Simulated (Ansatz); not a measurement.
Single-point calculation, with input and output: W

The run: single-point calculation of W (P1, 8 atoms in the cell). Method and program: DFT PBEsol, scalar-relativistic, plane waves, PAW, no spin polarisation (Ansatz 0.2.0).

The structure derives from an entry of the Crystallography Open Database. It belongs to a series of runs on one base structure; here: all atoms moved at random (sigma 0.1 A a component), cell strained at random (sigma 0.01). Figures and captions count atoms from 1; the log counts them from 0 in places.

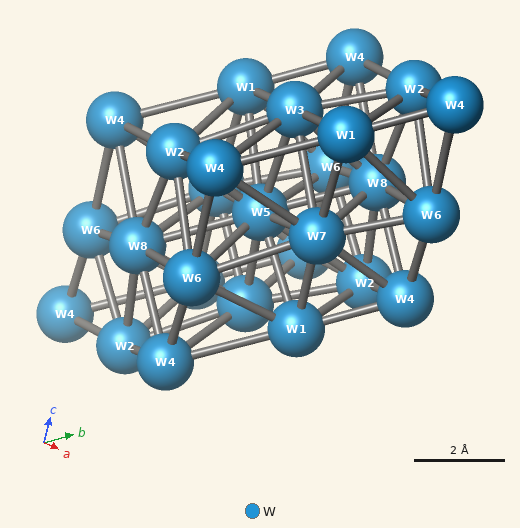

*The structure (ball-and-stick view of the cell of the calculation, set on other vectors, seen slightly off an axis; atoms are numbered from 1 in the order of the input). An atom can appear more than once, as a periodic image.*

Near neighbours in the periodic cell (some may lie outside the picture): W has 12 W at 2.54 to 3.11 Å.

Key numbers:

- outcome: converged
- space group (tolerance 0.01 Å): P1 (1)
- electrons treated: 112
- free energy: −82047.7299 eV
- Fermi energy: 21.453 eV
- gap on the k-point mesh: none (metallic)
- pressure: 0.81 GPa
- largest force (length of the vector): 4.062 eV/Å
- hardware: 2 threads of Arm Neoverse V2, 24 GiB of memory available, shared host
- wall time: 4.6 min (CPU time 9.1 min)
- peak memory: 2.7 GiB

Spin–orbit coupling is left out, which matters for W.

Input:
```yaml
crystal:
  lattice:
    - [-4.0340991811, 4.0491454428, 0.0458554034]
    - [0.017392778, 4.0206828174, -4.0544112196]
    - [-3.944349477, 0.0438943006, -3.993124141]
  atoms:
    - { symbol: W, position: [0.0188656856, 0.5220442738, 0.4577607283] }
    - { symbol: W, position: [-0.0285575044, 0.0237739187, 0.4981814213] }
    - { symbol: W, position: [0.0181994984, 0.5270113113, -0.0257933245] }
    - { symbol: W, position: [0.0174503145, -0.0160852824, 0.0158115507] }
    - { symbol: W, position: [0.5090515878, 0.480703618, 0.507931192] }
    - { symbol: W, position: [0.4651155339, -0.0200788031, 0.5229976287] }
    - { symbol: W, position: [0.4960768421, 0.5148967518, -0.0020576196] }
    - { symbol: W, position: [0.503798042, -0.0322657881, 0.0251684232] }
basis:
  ecutwfc: 420
kpoints:
  mp_grid: { grid: [10, 10, 10] }
hamiltonian:
  xc: pbesol
scf:
  occupations: { method: gaussian, width: 0.15 }
output:
  forces: true
  stress: true
  eigenvalues: true
  write_density: true
  write_potential: true
  elf: true
  volumetric_format: npy
```

Launch command:
```bash
ansatz run input.yaml --threads 2 --pin off --max-ram 5120MiB --backend cpu --events-out ev --progress --plain --runs-dir out
```

The program's output:
```
Engine: ansatz 0.2.0, aarch64-unknown-linux-gnu
Pseudopotentials: kind: paw
Pseudopotential: W, paw, valence charge 14, recommended cutoff 420 eV (normal), W.paw.azcp
Functional definition: PBEsol
  exchange = pbesol_x
  correlation = pbesol_c
Crystal: 8 atoms, lattice volume = 129.812 Å³
Basis set: ecut = 420 eV, 2571 PW (Γ), exchange–correlation on 80×80×80 points (8 copies of the dense FFT grid, shifted against one another)
Bands: 68, of which v1, the nominal top of the filled ones, is band 56 counted from 1 (55 counted from 0)
Symmetry: 1 space group operations
Space group: P1 (ITA 1), of the structure as read, at distance tolerance 5.1e-5 Å
k-points: 504 of 1000 (time reversal used)
Non-local potential: W, projectors of the file, l = 0: 3, l = 1: 2, l = 2: 2, l = 3: 1
PAW form: soft (Blöchl's): semilocal exchange-correlation on the pseudo side does not see the compensation charge
PAW frozen core: W, regenerated for the run's functional, and the local potential with it (the file was generated under x = pbe(κ = 0.804, μ = 0.2195149727645171), c = pbe(β = 0.06672455060314922))
PAW one-centre angular grid: W, 590 points (default); XC on 64 Gauss nodes
Initial density: superposition of atomic densities (neutral atoms: chi_scale 0, normalization atom), corrected by the library's trained network
Initial wavefunctions: pseudopotential atomic-orbital guess
Functional: x = pbesol(κ = 0.804, μ = 0.12345679012345678), c = pbesol(β = 0.046)
SCF iter   1: F=—  HF=-82047.740884 eV  |F-HF|=—  |Δ(HF+E_count)|=         —  Δρ=6.54e-3  dr2=6.37e-2  ethr=1.77e-3  ⟨swp⟩=4.4  Hψ=127133  notcnv=0
preconditioner: auto → Kerker (q_TF=auto, 2.662 Å⁻¹)  [metal: Δε(μ)=0.001 eV  Ē_g=4.665 eV  σ=0.150 eV  W_gap=0.00  n_scr=50 (ndim 8)  ℏωp=22.6 eV  f_vac=0.000  D(μ)=8.07/eV (n_scr^D=64)]
SCF iter   2: F=—  HF=-82047.733128 eV  |F-HF|=—  |Δ(HF+E_count)|=   7.76e-3  Δρ=3.71e-3  dr2=1.90e-2  ethr=5.68e-5  ⟨swp⟩=1.0  Hψ=39817  notcnv=0
SCF iter   3: F=—  HF=-82047.729994 eV  |F-HF|=—  |Δ(HF+E_count)|=   3.13e-3  Δρ=4.57e-4  dr2=2.34e-4  ethr=1.70e-5  ⟨swp⟩=2.2  Hψ=41599  notcnv=0
SCF iter   4: F=—  HF=-82047.729942 eV  |F-HF|=—  |Δ(HF+E_count)|=   5.18e-5  Δρ=7.09e-5  dr2=5.04e-6  ethr=2.09e-7  ⟨swp⟩=2.0  Hψ=45162  notcnv=0
SCF iter   5: F=—  HF=-82047.729939 eV  |F-HF|=—  |Δ(HF+E_count)|=   2.45e-6  Δρ=1.74e-5  dr2=3.64e-7  ethr=4.50e-9  ⟨swp⟩=2.2  Hψ=48253  notcnv=0
SCF iter   6: F=-82047.729939 eV  HF=-82047.729939 eV  |F-HF|=4.21e-9  |Δ(HF+E_count)|=   8.43e-8  Δρ=2.80e-6  dr2=9.74e-9  ethr=8.93e-11  ⟨swp⟩=14.1  Hψ=227342  notcnv=0
SCF 1 converged in 6 iterations: F = -82047.729939 eV  dr2 = 9.74e-9
  greatest PAW one-centre occupation: 1.000 electrons in one spin orbital (limit 2), on the W atom at site 7 (counted from 0), in its partial waves of l = 0
SCF converged after 6 iterations
Free energy (F): -82047.729939 eV
Harris-Foulkes:  -82047.729939 eV  (|F-HF|=4.21e-9)
Internal energy: -82047.638757 eV  (E = F + TS)
E sigma→0 (E₀):  -82047.684348 eV
Entropy (-TS):   -0.091183 eV (-11.398 meV/atom)
Fermi energy:    21.453101 eV
--- Per-component energies (eV) ---
  E_band       = -722.398765
  E_kinetic    = 3602.694889
  E_local      = -5076.879488  (includes V_loc(G=0)·N_el)
  E_nonlocal   = 30.029067
  E_hartree    = 1823.036523
  E_xc         = -2119.704563
  E_vxc        = -1906.510126  (∫ρ·V_xc dr)
  E_paw        = -67489.499090  (= ΣΔE_a)
  E_vpaw       = -1017.806308  (= ΣTr[D̂ρ^β])
  E_aug_tail   = -0.000497  (compensation charges beyond the density's cutoff)
  E_ewald      = -12819.089935
  E_core_change = 1.774337  (= ΣΔE_core)
  E_smearing   = -0.091183  (= −TS)
  E_closure    = 0.000000  (closes the sum)
  Σ components = -82047.729939   (vs F -82047.729939, Δ=0.00e0)
--- Forces (eV/Å), atoms counted from 1 ---
  atom   1  W     -1.14239120    -1.81021352    -1.10781603
  atom   2  W     -0.30699409     0.06952354     0.31518704
  atom   3  W      0.71576435    -1.12516473     1.64174373
  atom   4  W      2.98010937     0.90206902    -2.60912365
  atom   5  W     -0.06620058    -0.66855173    -0.22927696
  atom   6  W      0.25614808     1.24492390     0.26826725
  atom   7  W     -2.59375537     0.10475203     2.91416206
  atom   8  W      0.15732074     1.28265777    -1.19314386
  max |Σ_I F_I| component: 3.72e-6 eV/Å
--- Stress (GPa, compression-positive) ---
        0.787045      -2.209491      -1.110291
       -2.209491      -3.275607      -0.953229
       -1.110291      -0.953229       4.917000
  P = ⅓ Tr σ = 0.8095 GPa (8.095 kbar)
--- Band table (eV; the first three rows and the last of 504) ---
  k-point 0: bands = ["-52.1355", "-52.0296", "-52.0158", "-52.0018", "-51.9817", "-51.9763", "-51.9605", "-51.9216", "-17.0975", "-17.0472", "-17.0191", "-16.9894", "-16.9808", "-16.9432", "-16.9116", "-16.2888", "-16.2612", "-16.2194", "-16.2139", "-16.1710", "-16.1170", "-16.0034", "-15.9636", "-15.9434", "-15.9262", "-15.9016", "-15.8926", "-15.8837", "-15.8288", "-15.7822", "-15.7448", "-15.6638", "12.3647", "15.6957", "15.7361", "15.7729", "15.8018", "15.8279", "15.8462", "15.8902", "16.7612", "16.8173", "16.9523", "20.0342", "20.2068", "20.2804", "20.3433", "20.4074", "20.5894", "20.6843", "20.7895", "20.9091", "21.0858", "21.2172", "21.9327", "22.1070", "22.1754", "22.3514", "23.4931", "23.9061", "24.2678", "24.5922", "24.6484", "25.7325", "25.9629", "26.1386", "26.2752", "26.3669"]
  k-point 1: bands = ["-52.1324", "-52.0290", "-52.0158", "-52.0037", "-51.9835", "-51.9759", "-51.9604", "-51.9220", "-17.0793", "-17.0320", "-17.0024", "-16.9793", "-16.9624", "-16.9258", "-16.8933", "-16.2908", "-16.2601", "-16.2352", "-16.2139", "-16.1807", "-16.1373", "-15.9936", "-15.9709", "-15.9504", "-15.9333", "-15.9197", "-15.8978", "-15.8917", "-15.8421", "-15.7831", "-15.7498", "-15.6868", "12.4812", "15.7422", "15.7751", "15.8430", "15.8667", "15.9073", "15.9541", "15.9999", "16.8220", "16.9132", "17.0282", "20.0856", "20.2403", "20.2818", "20.3367", "20.4280", "20.5688", "20.7036", "20.7601", "20.8652", "20.9609", "21.1228", "21.7658", "21.9069", "22.0392", "22.1383", "23.3404", "23.7560", "23.9796", "24.2615", "24.3252", "25.6237", "25.8796", "26.0384", "26.1648", "26.2822"]
  k-point 2: bands = ["-52.1235", "-52.0276", "-52.0179", "-52.0089", "-51.9851", "-51.9759", "-51.9608", "-51.9231", "-17.0351", "-16.9899", "-16.9503", "-16.9435", "-16.9130", "-16.8759", "-16.8434", "-16.3174", "-16.2859", "-16.2473", "-16.2244", "-16.1931", "-16.1682", "-16.0193", "-15.9894", "-15.9724", "-15.9580", "-15.9397", "-15.9177", "-15.9011", "-15.8720", "-15.7888", "-15.7819", "-15.7295", "12.8204", "15.7268", "15.9550", "16.0547", "16.0905", "16.1693", "16.2335", "16.3077", "17.0175", "17.1821", "17.2549", "19.8917", "19.9778", "20.1768", "20.3612", "20.5299", "20.5704", "20.7115", "20.7649", "20.9250", "20.9925", "21.0680", "21.2739", "21.4023", "21.6187", "21.7275", "22.8171", "23.0689", "23.2382", "23.7317", "23.8750", "25.1865", "25.4158", "25.5824", "25.8290", "25.9625"]
  k-point 503: bands = ["-52.0822", "-52.0727", "-52.0161", "-52.0018", "-51.9837", "-51.9742", "-51.9663", "-51.9264", "-16.9529", "-16.8652", "-16.8508", "-16.8218", "-16.8066", "-16.7685", "-16.5154", "-16.4373", "-16.3705", "-16.2973", "-16.2777", "-16.2649", "-16.2122", "-16.1403", "-16.1054", "-16.0898", "-16.0520", "-16.0130", "-15.9859", "-15.9234", "-15.8468", "-15.8434", "-15.8101", "-15.7043", "14.5912", "14.6543", "16.8535", "16.9262", "16.9433", "16.9929", "17.0710", "17.1388", "18.1827", "18.2167", "18.2533", "18.4332", "18.5830", "18.6318", "19.6491", "19.8252", "20.0680", "20.2270", "20.3487", "20.5398", "20.6142", "20.7043", "20.8718", "20.9454", "21.7338", "21.7897", "22.4338", "22.5817", "22.7092", "22.9760", "23.0610", "23.3155", "23.9470", "24.0650", "24.1515", "24.3335"]
```

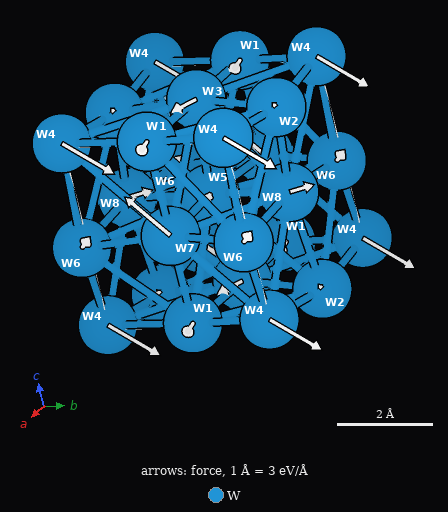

*Forces on the atoms as white arrows (ball-and-stick view of the cell of the calculation, set on other vectors, seen slightly off an axis; atoms are numbered from 1 in the order of the input).*

The largest act on W4 (4.06 eV/Å); W7 (3.90 eV/Å); W1 (2.41 eV/Å); W3 (2.12 eV/Å), among others. The geometry is not a stationary point of this energy.

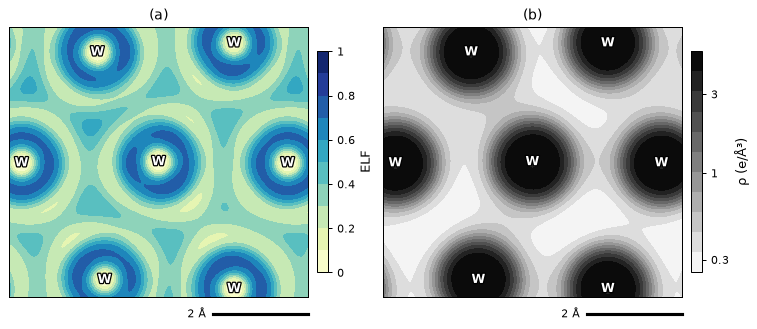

*(a) ELF; (b) valence charge density (pseudo) on the (100) plane of the conventional cell.*

W–W (2.65 Å): ρ is about 0.48 e/Å³ halfway; the ELF is about 0.40 at the midpoint (metallic bonding. W–W (2.74 Å): the density is about 0.43 e/Å³ at the midpoint; the ELF is about 0.40 at the midpoint, which marks metallic bonding. W–W (2.83 Å): ρ at the midpoint is about 0.36 e/Å³; the ELF is about 0.35 at the midpoint (nearly free electrons, as in a simple metal). W–W (2.83 Å): ρ is about 0.36 e/Å³ halfway; the ELF is about 0.35 at the midpoint, as expected for nearly free electrons, as in a simple metal. Away from the nuclei the density in this plane falls to 0.25 e/Å³ at its lowest. The ELF has a maximum of about 0.55 in the space between the atoms. The strong features right at W lie inside the PAW spheres (semicore, d or f shells) and say nothing about bonding. Core electrons are frozen (PAW), so the fields are smoothed inside the atomic spheres.

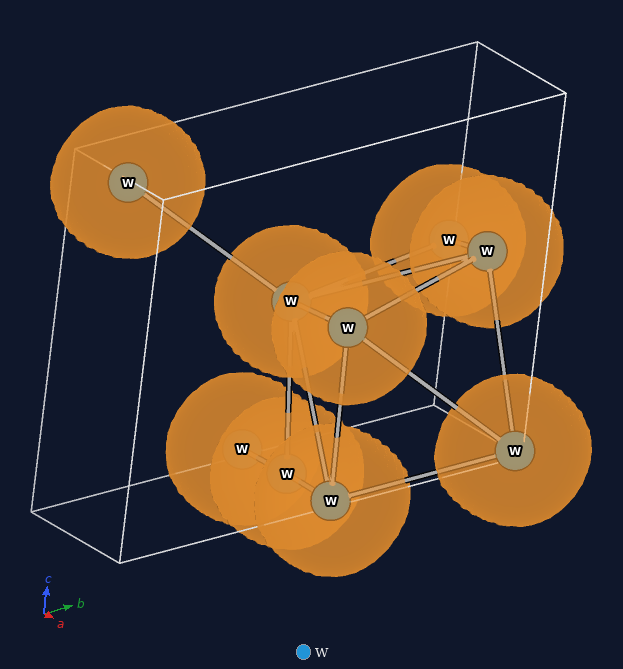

*Isosurface of the valence pseudo-density at 0.8 e/Å³ (orange), seen slightly off an axis. Sticks mark near contacts. The outline is the cell set on symmetry axes.*

At this value the density breaks into separate islands; it holds about 65 % of the electrons treated as valence (semicore included). It is pinched off along the W–W (2.54 Å), W–W (2.64 Å), W–W (2.69 Å) and W–W (2.73 Å) contacts. On the grid the lowest density along these lines, outside the cores, is 0.6 e/Å³ (W–W, 2.54 Å), 0.5 e/Å³ (W–W, 2.64 Å), 0.46 e/Å³ (W–W, 2.69 Å) and 0.42 e/Å³ (W–W, 2.73 Å).
